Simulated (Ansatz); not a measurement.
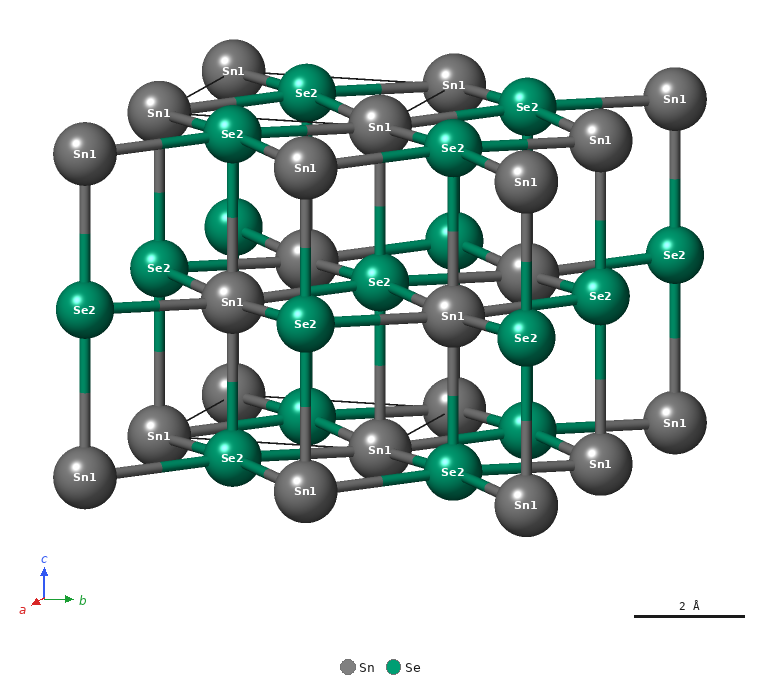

Fig. 1: The structure as given in the input (ball-and-stick view of the cell 2 times as large as that of the calculation, set on its symmetry axes, repeated 2 × 2 × 1, seen slightly off an axis; atoms are numbered from 1 in the order of the input). An atom can appear more than once, as a periodic image. Near neighbours in the periodic cell (some may lie outside the picture): Sn has 6 Se at 2.90 to 3.12 Å; Se has 6 Sn at 2.90 to 3.12 Å.

## Run report: SnSe, single-point calculation

System: SnSe (I4mm, 2 atoms in the cell).
Method: DFT r2SCAN, scalar-relativistic, plane waves, PAW, no spin polarisation (Ansatz 0.2.0).

The structure derives from an entry of the Crystallography Open Database. It belongs to a series of runs on one base structure; here: all Se atoms moved +0.113 Å, as atom 2 towards its neighbour atom 1 (Sn) at 3.010 A. Figures and captions count atoms from 1; the log counts them from 0 in places.

## Input file
```yaml
crystal:
  lattice:
    - [0.0, 3.01, 3.01]
    - [3.01, 0.0, 3.01]
    - [3.01, 3.01, 0.0]
  atoms:
    - { symbol: Sn, position: [0.0, 0.0, 0.0] }
    - { symbol: Se, position: [0.4813122924, 0.4813122924, 0.5186877076] }
basis:
  ecutwfc: 500
kpoints:
  mp_grid: { grid: [10, 10, 10] }
hamiltonian:
  xc: r2scan
scf:
  occupations: { method: gaussian, width: 0.05 }
output:
  forces: true
  stress: true
  eigenvalues: true
  write_density: true
  write_potential: true
  elf: true
  volumetric_format: npy
```

Launched with:
```bash
ansatz run input.yaml --threads 1 --pin off --max-ram 2560MiB --backend cpu --events-out ev --progress --plain --runs-dir out
```

## Output
```
Engine: ansatz 0.2.0, x86_64-unknown-linux-gnu
Pseudopotentials: kind: paw
Pseudopotential: Sn, paw, valence charge 14, recommended cutoff 500 eV (meta_gga), Sn.paw.azcp
Pseudopotential: Se, paw, valence charge 16, recommended cutoff 500 eV (meta_gga), Se.paw.azcp
Functional definition: r2SCAN
  parameter k0 = 0.174
  parameter k1 = 0.065
  parameter a1 = 4.9479
  exchange = r2scan_x(k0 = k0, k1 = k1, a1 = a1)
  correlation = r2scan_c
Crystal: 2 atoms, lattice volume = 54.542 Å³
Basis set: ecut = 500 eV, 1411 PW (Γ), exchange–correlation on 128×128×128 points (64 copies of the dense FFT grid, shifted against one another)
Bands: 19, of which v1, the nominal top of the filled ones, is band 15 counted from 1 (14 counted from 0)
Symmetry: 8 space group operations
Space group: I4mm (ITA 107), of the structure as read, at distance tolerance 3.8e-5 Å
k-points: 102 of 1000 (time reversal used)
Non-local potential: Sn, projectors of the file, l = 0: 2, l = 1: 2, l = 2: 2, l = 3: 2
Non-local potential: Se, projectors of the file, l = 0: 2, l = 1: 2, l = 2: 3, l = 3: 1
PAW form: soft (Blöchl's): semilocal exchange-correlation on the pseudo side does not see the compensation charge
PAW frozen core: Sn, regenerated for the run's functional (the file was generated under x = pbe(κ = 0.804, μ = 0.2195149727645171), c = pbe(β = 0.06672455060314922))
PAW frozen core: Se, regenerated for the run's functional (the file was generated under x = pbe(κ = 0.804, μ = 0.2195149727645171), c = pbe(β = 0.06672455060314922))
PAW one-centre angular grid: Sn, 590 points (default); XC on 249 of its mesh's 2787 points in the sphere
PAW one-centre angular grid: Se, 590 points (default); XC on 160 Gauss nodes
Initial density: superposition of atomic densities (neutral atoms: chi_scale 0, normalization atom), corrected by the library's trained network
Initial wavefunctions: pseudopotential atomic-orbital guess
Functional: x = r2scan, c = r2scan; τ floored in thin density (d = 2e-4 eV/Å³)
SCF iter   1: F=—  HF=-11517.581056 eV  |F-HF|=—  |Δ(HF+E_count)|=         —  Δρ=4.54e-3  dr2=1.47e-2  dr2_τ=2.13e-3  ethr=1.77e-3  ⟨swp⟩=5.9  Hψ=9390  notcnv=0
preconditioner: auto → none  [insulator: Δε(μ)=0.520 eV  Ē_g=18.215 eV  σ=0.050 eV  W_gap=1.00  n_scr=14 (ndim 8)  ℏωp=22.5 eV  f_vac=0.017  D(μ)=0.00/eV (n_scr^D=0)  ε∞_Penn≈2.5]
SCF iter   2: F=—  HF=-11517.587381 eV  |F-HF|=—  |Δ(HF+E_count)|=   6.33e-3  Δρ=1.67e-3  dr2=1.02e-3  dr2_τ=1.86e-4  ethr=4.91e-5  ⟨swp⟩=2.3  Hψ=4537  notcnv=0
SCF iter   3: F=—  HF=-11517.587509 eV  |F-HF|=—  |Δ(HF+E_count)|=   1.28e-4  Δρ=7.31e-4  dr2=2.57e-4  dr2_τ=5.93e-6  ethr=3.42e-6  ⟨swp⟩=2.3  Hψ=3442  notcnv=0
SCF iter   4: F=—  HF=-11517.587563 eV  |F-HF|=—  |Δ(HF+E_count)|=   5.48e-5  Δρ=1.81e-4  dr2=2.46e-5  dr2_τ=8.15e-7  ethr=8.56e-7  ⟨swp⟩=2.0  Hψ=2426  notcnv=0
SCF iter   5: F=—  HF=-11517.587558 eV  |F-HF|=—  |Δ(HF+E_count)|=   5.28e-6  Δρ=3.08e-5  dr2=4.33e-7  dr2_τ=1.25e-8  ethr=8.20e-8  ⟨swp⟩=2.2  Hψ=2763  notcnv=0
SCF iter   6: F=-11517.587558 eV  HF=-11517.587558 eV  |F-HF|=4.62e-10  |Δ(HF+E_count)|=   2.36e-8  Δρ=8.17e-6  dr2=3.70e-8  dr2_τ=8.09e-10  ethr=3.33e-10  ⟨swp⟩=10.6  Hψ=13847  notcnv=0
SCF 1 converged in 6 iterations: F = -11517.587558 eV  dr2 = 3.70e-8
  Residual-converged pass: ⟨swp⟩=1.0  Hψ=2347  notcnv=0  max |occ|·‖R‖ = 7.1e-9 eV (tolerance 1.0e-8 eV)  dr2=3.70e-8  dr2_τ=8.09e-10  dr2_onsite=5.70e-9  max |Δocc| = 5.0e-22
  greatest PAW one-centre occupation: 1.000 electrons in one spin orbital (limit 2), on the Se atom at site 1 (counted from 0), in its partial waves of l = 2
```

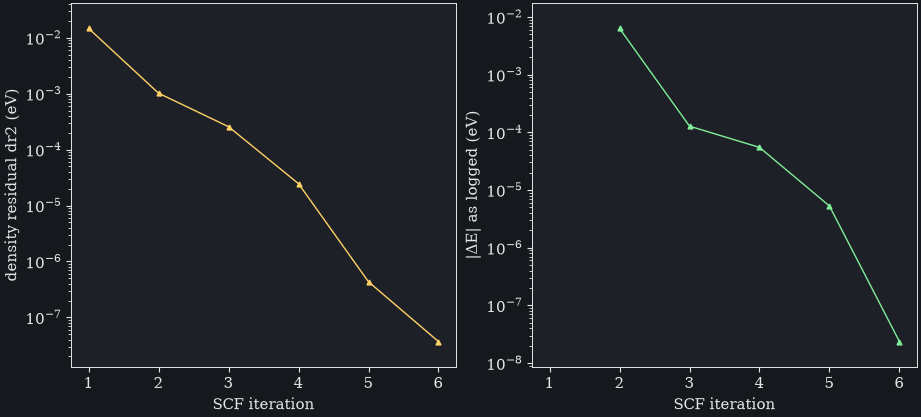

Fig. 2: Convergence of the self-consistent field: density residual dr2 and size of the energy change against the SCF iteration. The residual falls at every step.

```
SCF converged after 6 iterations
Free energy (F): -11517.587558 eV
Harris-Foulkes:  -11517.587558 eV  (|F-HF|=4.62e-10)
Internal energy: -11517.587558 eV  (E = F + TS)
E sigma→0 (E₀):  -11517.587558 eV
Fermi energy:    9.429591 eV
--- Per-component energies (eV) ---
  E_band       = -498.658611
  E_kinetic    = 303.227144
  E_local      = -3328.741877  (includes V_loc(G=0)·N_el)
  E_nonlocal   = -628.666007
  E_hartree    = 1752.589701
  E_xc         = -474.142042
  E_vxc        = -211.222966  (∫ρ·V_xc dr)
  E_paw        = -6080.013419  (= ΣΔE_a)
  E_vpaw       = -150.201812  (= ΣTr[D̂ρ^β])
  E_aug_tail   = -0.000210  (compensation charges beyond the density's cutoff)
  E_vtau       = 11.770206  (kinetic-family band-sum trace: ∫τ·v_τ [+ j·A + Jᵃ·Aᵃ] dr)
  E_ewald      = -3060.811398
  E_core_change = -1.029450  (= ΣΔE_core)
  E_smearing   = -0.000000  (= −TS)
  E_closure    = 0.000000  (closes the sum)
  Σ components = -11517.587558   (vs F -11517.587558, Δ=0.00e0)
--- Forces (eV/Å), atoms counted from 1 ---
  atom   1  Sn     0.00000000     0.00000000     0.02417719
  atom   2  Se    -0.00000000    -0.00000000    -0.02414864
  max |Σ_I F_I| component: 2.86e-5 eV/Å
--- Stress (GPa, compression-positive) ---
        0.071591       0.000000       0.000000
        0.000000       0.071591       0.000000
        0.000000       0.000000       0.357743
  P = ⅓ Tr σ = 0.1670 GPa (1.670 kbar)
--- Band table (eV; the first three rows and the last of 102) ---
  k-point 0: bands = ["-39.5912", "-39.5887", "-39.5873", "-39.5873", "-39.5856", "-13.4021", "-13.3987", "-13.3987", "-13.3983", "-13.3957", "-5.5298", "3.9658", "6.5345", "6.5738", "6.5738", "13.4557", "13.4557", "13.5881", "15.2558"]
  k-point 1: bands = ["-39.5912", "-39.5887", "-39.5873", "-39.5873", "-39.5856", "-13.4015", "-13.3992", "-13.3984", "-13.3973", "-13.3960", "-5.4561", "3.4890", "6.5559", "6.5872", "6.9652", "12.8678", "12.9657", "13.0905", "15.2393"]
  k-point 2: bands = ["-39.5912", "-39.5887", "-39.5873", "-39.5873", "-39.5856", "-13.4015", "-13.4013", "-13.3987", "-13.3944", "-13.3941", "-5.2488", "2.5499", "6.5970", "6.6307", "7.6829", "11.8509", "12.0310", "12.1128", "15.3393"]
  k-point 101: bands = ["-39.5913", "-39.5887", "-39.5872", "-39.5872", "-39.5857", "-13.4288", "-13.4086", "-13.3905", "-13.3808", "-13.3808", "-4.2499", "2.5889", "3.5220", "5.0983", "5.0983", "12.3162", "14.6755", "14.6755", "15.3922"]
```

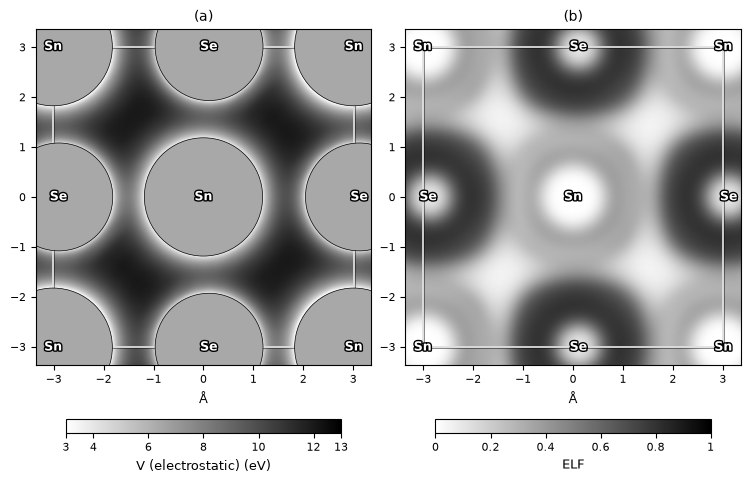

Fig. 3: (a) electrostatic potential (local pseudopotential plus Hartree) felt by an electron; (b) ELF on the (110) plane of the conventional cell. Grey discs, where drawn, cover atomic cores. Atoms in the plane: Sn and Se. Sn–Se (2.90 Å): the ELF peaks at about 0.80 in the valence shell of Se, 0.9 Å from its nucleus, and drops to about 0.30 between the two atoms. Sn–Se (3.01 Å): the ELF peaks at about 0.80 in the valence shell of Se, 0.9 Å from its nucleus, and drops to about 0.30 between the two atoms. Sn–Se (3.12 Å): the ELF peaks at about 0.80 in the valence shell of Se, 0.9 Å from its nucleus, and drops to about 0.30 between the two atoms. Outside the cores the potential energy rises away from the atoms and is highest about 2.0 Å from the nearest atoms; outside the discs it spans about 9 eV, and its zero is arbitrary. In a PAW calculation such maps are meaningful between the atoms, not at the nuclei.

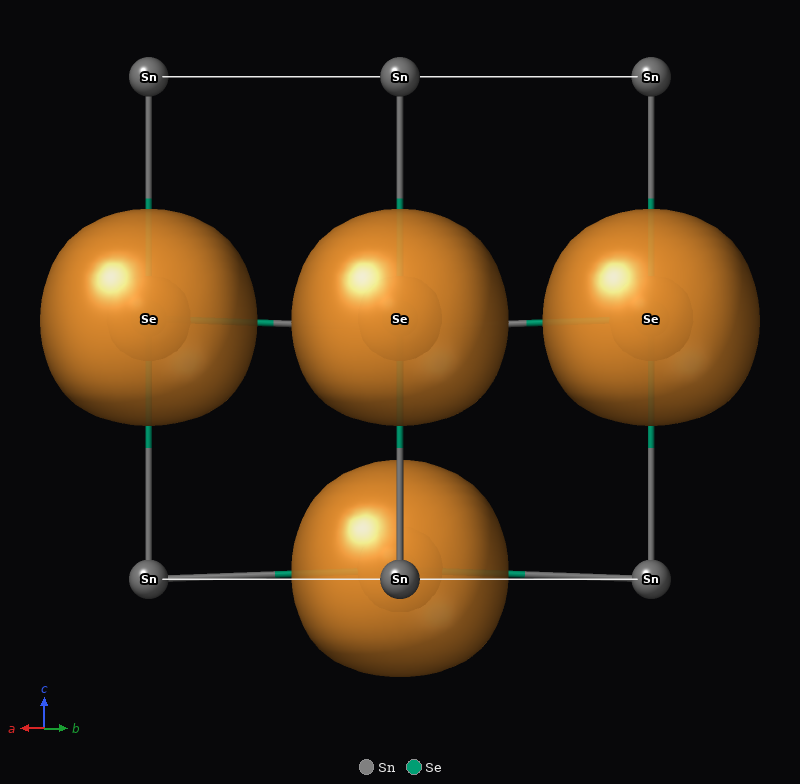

Fig. 4: Isosurface of the electron localisation function at 0.6 (orange), seen along [110]. Core shells and regions of very low density are left out. Sticks mark near contacts. The outline is the cell set on symmetry axes. Values along the shortest contacts: Sn–Se (2.90 Å): the ELF peaks at about 0.80 in the valence shell of Se, 0.9 Å from its nucleus, and drops to about 0.30 between the two atoms. Sn–Se (3.01 Å): the ELF peaks at about 0.80 in the valence shell of Se, 0.9 Å from its nucleus, and drops to about 0.30 between the two atoms.

## Key numbers

```csv
quantity,value
outcome,converged
space group (tolerance 0.01 Å),I4mm (107)
electrons treated,30
free energy,−11517.5876 eV
Fermi energy,9.430 eV
gap on the k-point mesh,0.52 eV
pressure,0.17 GPa
largest force (length of the vector),0.024 eV/Å
hardware,"1 thread of AMD EPYC (Zen 3), 192 GiB of memory available, shared host"
wall time,30 s
peak memory,0.63 GiB
```
